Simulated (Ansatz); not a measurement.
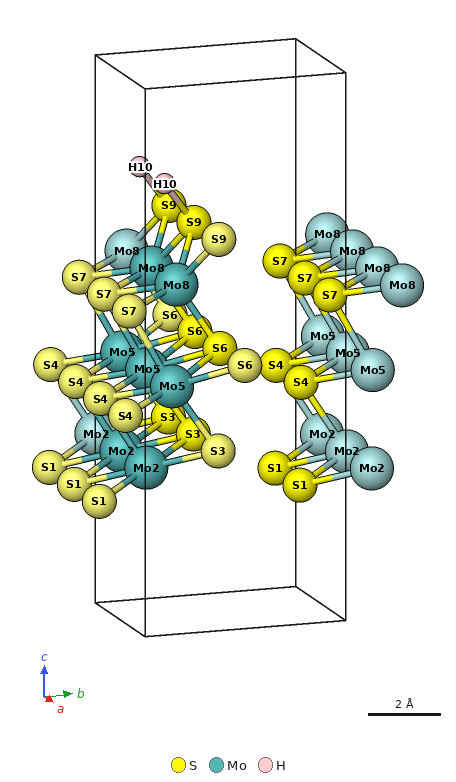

Fig. 1: The structure (ball-and-stick view of the 2 × 1 repeat of the cell, with the vacuum cut short, seen slightly off an axis; neighbours outside the cell are drawn fainter; atoms are numbered from 1 in the order of the input). An atom can appear more than once, as a periodic image.

**Mo3HS6: single-point calculation**

The run: single-point calculation of Mo3HS6 (slab, 10 atoms in the cell). Method and program: DFT PBEsol, scalar-relativistic, plane waves, PAW, no spin polarisation (Ansatz 0.2.0).

The structure derives from an entry of the Crystallography Open Database. It belongs to a series of runs on one base structure; here: H lifted by +0.70 A from its best place. Figures and captions count atoms from 1; the log counts them from 0 in places.

Input
```yaml
crystal:
  lattice:
    - [3.1204068985, 0.0, 0.0]
    - [-1.5602034492, 6.1523257957, 0.0]
    - [0.0, 0.0, 25.6597815141]
  atoms:
    - { symbol: S, position: [0.8927216587, 0.7854433174, 0.3312576919] }
    - { symbol: Mo, position: [0.532155393, 0.0643107859, 0.3568487551] }
    - { symbol: S, position: [0.1715891272, 0.3431782543, 0.3824398182] }
    - { symbol: S, position: [0.4248770516, 0.8497541032, 0.4354374436] }
    - { symbol: Mo, position: [0.0634283179, 0.1268429315, 0.4560351157] }
    - { symbol: S, position: [0.7047428115, 0.4094654124, 0.4861970894] }
    - { symbol: S, position: [0.9628665561, 0.9257405526, 0.5411345583] }
    - { symbol: Mo, position: [0.6028601598, 0.205722103, 0.5588565878] }
    - { symbol: S, position: [0.1730160878, 0.3460381128, 0.6172031673] }
    - { symbol: H, position: [0.3396827545, 1.1793714461, 0.6664526403] }
basis:
  ecutwfc: 420
kpoints:
  mp_grid: { grid: [10, 5, 1] }
hamiltonian:
  xc: pbesol
scf:
  occupations: { method: gaussian, width: 0.1 }
output:
  forces: true
  stress: true
  eigenvalues: true
  write_density: true
  write_potential: true
  elf: true
  volumetric_format: npy
efield:
  axis: 3
  dipole_correction: true
  ramp_width: 0.04
```

Hardware: 4 threads of Intel Xeon @ 2.50GHz (Skylake/Cascade Lake), 32 GiB of memory available, shared host.

Launch command:
```bash
ansatz run input.yaml --threads 4 --pin off --max-ram 10240MiB --backend cpu --events-out ev --progress --plain --runs-dir out
```

Output
```
Engine: ansatz 0.2.0, x86_64-unknown-linux-gnu
Pseudopotentials: kind: paw
Pseudopotential: S, paw, valence charge 6, recommended cutoff 420 eV (normal), S.paw.azcp
Pseudopotential: Mo, paw, valence charge 14, recommended cutoff 420 eV (normal), Mo.paw.azcp
Pseudopotential: H, paw, valence charge 1, recommended cutoff 420 eV (normal), H.paw.azcp
Functional definition: PBEsol
  exchange = pbesol_x
  correlation = pbesol_c
Crystal: 10 atoms, lattice volume = 492.610 Å³
Basis set: ecut = 420 eV, 9633 PW (Γ), exchange–correlation on 48×90×360 points (8 copies of the dense FFT grid, shifted against one another)
Bands: 50, of which v1, the nominal top of the filled ones, is band 40 counted from 1 (39 counted from 0)
Symmetry: 1 space group operations
Space group: P1 (ITA 1), of the structure as read, at distance tolerance 7.9e-5 Å
k-points: 26 of 50 (time reversal used)
Non-local potential: S, projectors of the file, l = 0: 2, l = 1: 2, l = 2: 2
Non-local potential: Mo, projectors of the file, l = 0: 3, l = 1: 2, l = 2: 2, l = 3: 1
Non-local potential: H, projectors of the file, l = 0: 2, l = 1: 1
PAW form: soft (Blöchl's): semilocal exchange-correlation on the pseudo side does not see the compensation charge
PAW frozen core: S, regenerated for the run's functional, and the local potential with it (the file was generated under x = pbe(κ = 0.804, μ = 0.2195149727645171), c = pbe(β = 0.06672455060314922))
PAW frozen core: Mo, regenerated for the run's functional, and the local potential with it (the file was generated under x = pbe(κ = 0.804, μ = 0.2195149727645171), c = pbe(β = 0.06672455060314922))
PAW one-centre angular grid: S, 110 points (default); XC on 64 Gauss nodes
PAW one-centre angular grid: Mo, 590 points (default); XC on 64 Gauss nodes
PAW one-centre angular grid: H, 110 points (default); XC on 64 Gauss nodes
Initial density: superposition of atomic densities (neutral atoms: chi_scale 0, normalization atom), corrected by the library's trained network
Initial wavefunctions: pseudopotential atomic-orbital guess
Functional: x = pbesol(κ = 0.804, μ = 0.12345679012345678), c = pbesol(β = 0.046)
SCF iter   1: F=—  HF=-20020.515448 eV  |F-HF|=—  |Δ(HF+E_count)|=         —  Δρ=6.97e-3  dr2=5.18e-1  ethr=1.77e-3  p=0.018 e·Å  D=6.54e-3 V/Å  ΔV_dip=-0.17 eV  dr2_dipole=5.11e-2  V_vac-E_F(+/−)=4.42/4.59 eV  ⟨swp⟩=9.4  Hψ=6500  notcnv=0
efield: sawtooth ramp at fractional position 0.9789 (placed from the atoms, in the widest stretch of the axis that holds none; the zero of the levels goes with the place), width 0.0400; the density the first Hamiltonian is built on has a dipole p = 0.018 e·Å; the dipole correction subtracts the counter field D = 6.54e-3 V/Å, which shifts the + side's vacuum level by -0.17 eV against the − side's; the planar-averaged density in the ramp window peaks in size at 5.3e-6 e/Å³
preconditioner: auto → LDOS  [metal: Δε(μ)=0.071 eV  Ē_g=7.362 eV  σ=0.100 eV  W_gap=0.37  n_scr=46 (ndim 8)  ℏωp=12.4 eV  f_vac=0.603  D(μ)=2.59/eV (n_scr^D=6)  β→1.0]
SCF iter   2: F=—  HF=-20020.578167 eV  |F-HF|=—  |Δ(HF+E_count)|=   6.27e-2  Δρ=9.71e-3  dr2=2.22e0  ethr=6.55e-4  p=0.069 e·Å  D=2.55e-2 V/Å  ΔV_dip=-0.65 eV  dr2_dipole=4.00e-1  V_vac-E_F(+/−)=4.49/5.14 eV  ⟨swp⟩=2.9  Hψ=2345  notcnv=0  defer=53  recentre
SCF iter   3: F=—  HF=-20020.470559 eV  |F-HF|=—  |Δ(HF+E_count)|=   1.08e-1  Δρ=2.60e-3  dr2=1.02e-1  ethr=6.55e-4  p=0.046 e·Å  D=1.68e-2 V/Å  ΔV_dip=-0.43 eV  dr2_dipole=1.52e-2  V_vac-E_F(+/−)=4.41/4.85 eV  ⟨swp⟩=2.0  Hψ=1873  notcnv=0  defer=53
SCF iter   4: F=—  HF=-20020.466678 eV  |F-HF|=—  |Δ(HF+E_count)|=   3.88e-3  Δρ=4.64e-4  dr2=2.07e-3  ethr=1.29e-4  p=0.057 e·Å  D=2.11e-2 V/Å  ΔV_dip=-0.54 eV  dr2_dipole=1.67e-4  V_vac-E_F(+/−)=4.40/4.95 eV  ⟨swp⟩=1.0  Hψ=1267  notcnv=0  defer=50
SCF iter   5: F=—  HF=-20020.466155 eV  |F-HF|=—  |Δ(HF+E_count)|=   5.24e-4  Δρ=1.28e-4  dr2=2.25e-4  ethr=2.62e-6  p=0.061 e·Å  D=2.23e-2 V/Å  ΔV_dip=-0.57 eV  dr2_dipole=5.39e-5  V_vac-E_F(+/−)=4.40/4.97 eV  ⟨swp⟩=2.6  Hψ=2421  notcnv=0  defer=50
SCF iter   6: F=—  HF=-20020.466186 eV  |F-HF|=—  |Δ(HF+E_count)|=   3.17e-5  Δρ=6.37e-5  dr2=7.78e-5  ethr=2.84e-7  p=0.061 e·Å  D=2.26e-2 V/Å  ΔV_dip=-0.58 eV  dr2_dipole=1.76e-5  V_vac-E_F(+/−)=4.39/4.97 eV  ⟨swp⟩=2.5  Hψ=1941  notcnv=0  defer=50
SCF iter   7: F=—  HF=-20020.466085 eV  |F-HF|=—  |Δ(HF+E_count)|=   1.02e-4  Δρ=1.85e-5  dr2=4.44e-6  ethr=9.85e-8  p=0.062 e·Å  D=2.27e-2 V/Å  ΔV_dip=-0.58 eV  dr2_dipole=1.57e-6  V_vac-E_F(+/−)=4.39/4.97 eV  ⟨swp⟩=1.5  Hψ=1474  notcnv=0  defer=46
SCF iter   8: F=—  HF=-20020.466086 eV  |F-HF|=—  |Δ(HF+E_count)|=   1.20e-6  Δρ=5.64e-6  dr2=2.39e-7  ethr=5.62e-9  p=0.062 e·Å  D=2.27e-2 V/Å  ΔV_dip=-0.58 eV  dr2_dipole=5.78e-9  V_vac-E_F(+/−)=4.39/4.97 eV  ⟨swp⟩=2.2  Hψ=1837  notcnv=0  defer=46
SCF iter   9: F=-20020.466086 eV  HF=-20020.466086 eV  |F-HF|=7.16e-8  |Δ(HF+E_count)|=   2.82e-7  Δρ=2.20e-6  dr2=3.99e-8  ethr=1.27e-10  p=0.062 e·Å  D=2.27e-2 V/Å  ΔV_dip=-0.58 eV  dr2_dipole=2.95e-10  V_vac-E_F(+/−)=4.39/4.97 eV  ⟨swp⟩=18.8  Hψ=10843  notcnv=0
SCF 1 converged in 9 iterations: F = -20020.466086 eV  dr2 = 3.99e-8
  greatest PAW one-centre occupation: 0.999 electrons in one spin orbital (limit 2), on the Mo atom at site 7 (counted from 0), in its partial waves of l = 0
```

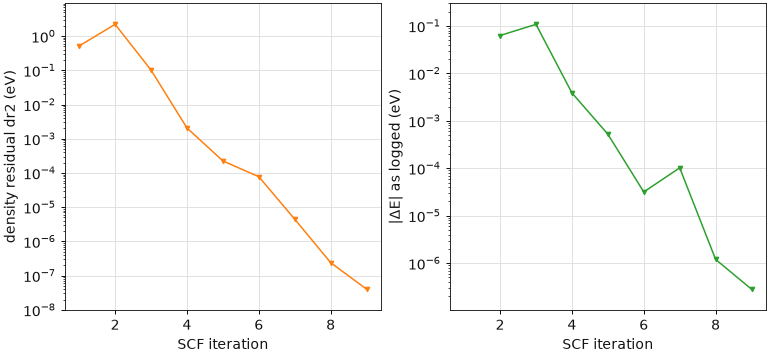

Fig. 2: Convergence of the self-consistent field: density residual dr2 and size of the energy change against the SCF iteration. The residual comes down, with one marked jump up, by a factor of about 4, at step 2.

```
WARN: The output density's exchange-correlation potential varies sharply where the density is thin. Do not read a vacuum level from v_tot or v_xc, or from such a field of the output density. On a cell that repeats whose density bears no net charge and no dipole along the vacuum's axis use v_es (v_loc + v_h of the components); under efield.dipole_correction with no amplitude use v_es + v_field, which holds any external_charges[].barrier, or the levels of the report's work_function block, which leave it out; under a non-zero efield.amplitude the vacuum is tilted and has no level; on a cell that repeats and bears such a dipole with no correction it is tilted too, and efield.dipole_correction with no amplitude gives each side of its ramp a level where efield: is served; in a cell that repeats whose density bears a net charge (total_charge, or a fill off its count) it is curved and has none; of a slab under crystal.periodic whose density bears no net charge use v_es, which has a level on each side, short of where the two are joined; of another it falls or rises all the way out and has none; of a slab beside external_charges read slab_vacuum_level instead, which it has where they leave it neutral. The grid or the basis barely resolves most such structure, and the values can differ between equally converged runs; as a rule a tighter scf.convergence.dr2_threshold does not remove it. Where the density itself ripples (under the LDA too) a higher basis.ecutwfc lessens it. The files hold the spikes' plane waves up to the density's cutoff. Files: v_tot_of_output_density and the like, and their columns of v_z.tsv (output.write_potential); v_xc_of_output_density and the like, and their columns of v_comp_z.tsv (output.write_potential_components). Measured: with its Gaussian average of σ = 0.25 Å subtracted twice, the exchange-correlation potential is over 0.1 eV at 875 of the grid points where the equally averaged density (valence and model cores) is under 1e-3 e/Å³, and 0.547 eV at the most among them, at an averaged density of 6.8e-4 e/Å³. The input density's (outcome.potential() and, of a run that writes arrays, v_tot and v_xc) is over 0.1 eV, so measured, at 1058 points of its own thin density, 0.550 eV at the most. See output.write_potential in the manual, Limitations
SCF converged after 9 iterations
Free energy (F): -20020.466086 eV
Harris-Foulkes:  -20020.466086 eV  (|F-HF|=7.16e-8)
Internal energy: -20020.451230 eV  (E = F + TS)
E sigma→0 (E₀):  -20020.458658 eV
Entropy (-TS):   -0.014856 eV (-1.486 meV/atom)
Fermi energy:    0.504168 eV
Dipole field:    D = 0.022744 V/Å  (p = 0.061918 e·Å, saw-weighted, corrected)
Work function:   Φ+ = 4.3899 eV   Φ− = 4.9735 eV
Levels:          The Fermi level and band energies are counted from a zero that moves with the ramp; work functions are not
--- Per-component energies (eV) ---
  E_band       = -1280.330032
  E_kinetic    = 1974.652214
  E_local      = -64050.114845  (includes V_loc(G=0)·N_el)
  E_nonlocal   = 608.367918
  E_hartree    = 30933.817258
  E_xc         = -1129.406957
  E_vxc        = -1216.618922  (∫ρ·V_xc dr)
  E_paw        = -12936.912527  (= ΣΔE_a)
  E_vpaw       = -465.865331  (= ΣTr[D̂ρ^β])
  E_aug_tail   = -0.000751  (compensation charges beyond the density's cutoff)
  E_efield     = 0.000704  (sawtooth field / dipole correction)
  E_vefield    = 1.621938  (∫n·V_field dr)
  E_ewald      = 24578.146162
  E_core_change = 0.999594  (= ΣΔE_core)
  E_smearing   = -0.014856  (= −TS)
  E_closure    = 0.000000  (closes the sum)
  Σ components = -20020.466086   (vs F -20020.466086, Δ=0.00e0)
--- Forces (eV/Å), atoms counted from 1 ---
  atom   1  S      0.01842579     1.52450306    -0.54548736
  atom   2  Mo     0.03554022    -2.79696368     2.80858418
  atom   3  S     -0.00170396     0.83873962    -1.22773636
  atom   4  S     -0.00613106     0.29651199    -1.16700528
  atom   5  Mo     0.03864704     0.11931370     0.11071984
  atom   6  S      0.14301819     0.04068410    -0.09687619
  atom   7  S      0.10512257     0.17185576     0.01483215
  atom   8  Mo    -0.30772053    -0.73469393    -0.40224010
  atom   9  S      0.83884185    -0.69360349     2.35740632
  atom  10  H     -0.86404950     1.23366620    -1.85223673
  max |Σ_I F_I| component: 3.95e-5 eV/Å
--- Stress (GPa, compression-positive) ---
       -0.656507       0.268063      -0.588940
        0.268063      -0.610926       0.896878
       -0.588940       0.896878      -1.242910
  P = ⅓ Tr σ = -0.8368 GPa (-8.368 kbar)
--- Band table (eV; the first three rows and the last of 26) ---
  k-point 0: bands = ["-61.0472", "-60.8818", "-60.7368", "-35.3455", "-35.2204", "-35.0808", "-35.0758", "-35.0602", "-34.8882", "-34.8528", "-34.8425", "-34.7822", "-14.3228", "-13.5756", "-13.0451", "-12.9429", "-12.7098", "-11.8038", "-6.1790", "-5.7913", "-5.4267", "-5.1456", "-4.6151", "-4.2426", "-3.7877", "-3.3626", "-3.2986", "-3.2148", "-2.8113", "-2.5485", "-2.1524", "-1.6765", "-1.4564", "-1.2956", "-1.1060", "-0.8674", "-0.6679", "-0.4322", "-0.4148", "0.0337", "0.6223", "0.6593", "1.5292", "1.8049", "1.8852", "2.4416", "2.6502", "2.7105", "3.7239", "3.8936"]
  k-point 1: bands = ["-61.0472", "-60.8818", "-60.7368", "-35.3455", "-35.2204", "-35.0809", "-35.0758", "-35.0602", "-34.8882", "-34.8528", "-34.8425", "-34.7822", "-14.2421", "-13.5519", "-13.0987", "-12.9777", "-12.7276", "-11.8714", "-5.9795", "-5.8547", "-5.4289", "-5.0507", "-4.5222", "-4.2487", "-3.7457", "-3.3766", "-3.2916", "-3.1947", "-2.8179", "-2.7684", "-2.1547", "-1.7858", "-1.5663", "-1.4657", "-1.1921", "-0.7356", "-0.6721", "-0.4326", "-0.2603", "0.0817", "0.5888", "0.6094", "1.5721", "1.8302", "1.8680", "2.4183", "2.5915", "2.6977", "3.8040", "3.9480"]
  k-point 2: bands = ["-61.0472", "-60.8818", "-60.7368", "-35.3455", "-35.2204", "-35.0809", "-35.0758", "-35.0603", "-34.8883", "-34.8528", "-34.8425", "-34.7822", "-14.0633", "-13.5012", "-13.3399", "-12.9470", "-12.7348", "-11.9914", "-6.0401", "-5.5650", "-5.2495", "-4.8812", "-4.4721", "-4.3381", "-3.6296", "-3.4006", "-3.3510", "-3.2225", "-3.1396", "-2.7683", "-2.2352", "-2.0255", "-1.6140", "-1.4848", "-1.2129", "-0.8335", "-0.6525", "-0.4638", "-0.1107", "0.2577", "0.5143", "0.5380", "1.5834", "1.7744", "2.0116", "2.3811", "2.4491", "2.6734", "3.8706", "4.0792"]
  k-point 25: bands = ["-61.0220", "-60.8553", "-60.7143", "-35.4010", "-35.3142", "-35.2325", "-35.1431", "-35.0480", "-35.0107", "-34.9890", "-34.8851", "-34.8335", "-12.7740", "-12.6458", "-12.4630", "-12.3164", "-12.1832", "-11.2981", "-6.2611", "-6.0894", "-5.6368", "-5.0631", "-4.9660", "-4.6042", "-4.2700", "-4.0270", "-3.9313", "-3.6910", "-3.5152", "-3.2960", "-3.0349", "-2.8471", "-2.5993", "-2.3625", "-2.1649", "-1.4652", "-1.2988", "-0.1466", "0.3267", "0.8418", "1.0319", "1.6661", "1.8694", "2.2324", "2.4363", "2.5894", "2.6888", "2.9775", "3.3793", "4.5884"]
```

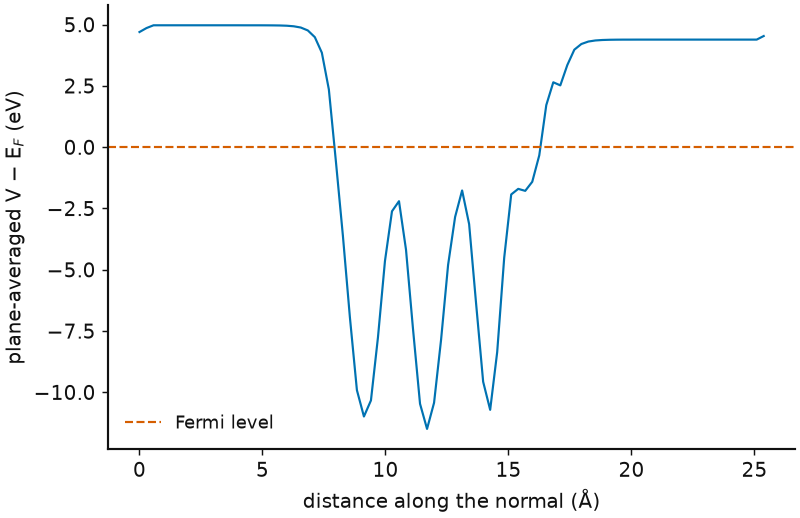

Fig. 3: Plane average of the electrostatic potential energy of an electron across the cell, from the Fermi level. The vacuum level lies 4.39 eV above the Fermi level on the upper side and 4.97 eV on the lower.

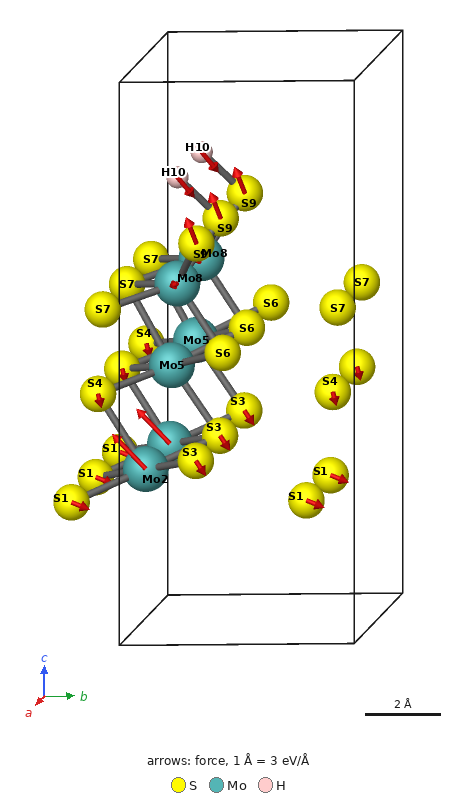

Fig. 4: Forces on the atoms as red arrows (ball-and-stick view of the 2 × 1 repeat of the cell, with the vacuum cut short, seen slightly off an axis; bonded neighbours outside the cell are drawn too; atoms are numbered from 1 in the order of the input); the smallest are left out. The largest act on Mo2 (3.96 eV/Å); S9 (2.60 eV/Å); H10 (2.39 eV/Å); S1 (1.62 eV/Å), among others. The geometry is not a stationary point of this energy.

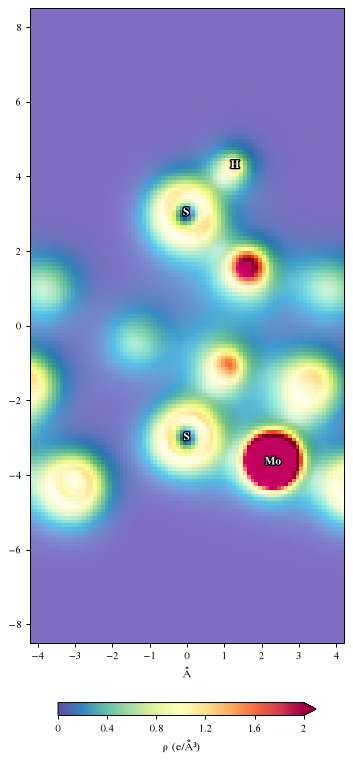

Fig. 5: Valence pseudo-density on the (110) plane of the calculation cell, a cut from vacuum to vacuum. S–H (1.80 Å): ρ is about 0.75 e/Å³ halfway, with its minimum of 0.58 e/Å³ about 1.2 Å from S. Mo–S (2.41 Å): ρ is about 0.57 e/Å³ halfway. The density dies away to nearly zero in the vacuum. Core electrons are frozen (PAW), so the fields are smoothed inside the atomic spheres.

Summary

- outcome: converged
- electrons treated: 79
- free energy: −20020.4661 eV
- work function, top face: 4.39 eV
- work function, bottom face: 4.97 eV
- Fermi energy: 0.504 eV
- gap on the k-point mesh: none (metallic)
- work function (upper face): 4.39 eV
- largest force (length of the vector): 3.964 eV/Å
- wall time: 18 s (CPU time 71 s)
- peak memory: 1.2 GiB

Notes

Warnings of the run: the exchange-correlation potential is rough where the density is thin. The cell holds an odd number of electrons but the run has no spin polarisation, so a band is left half filled.
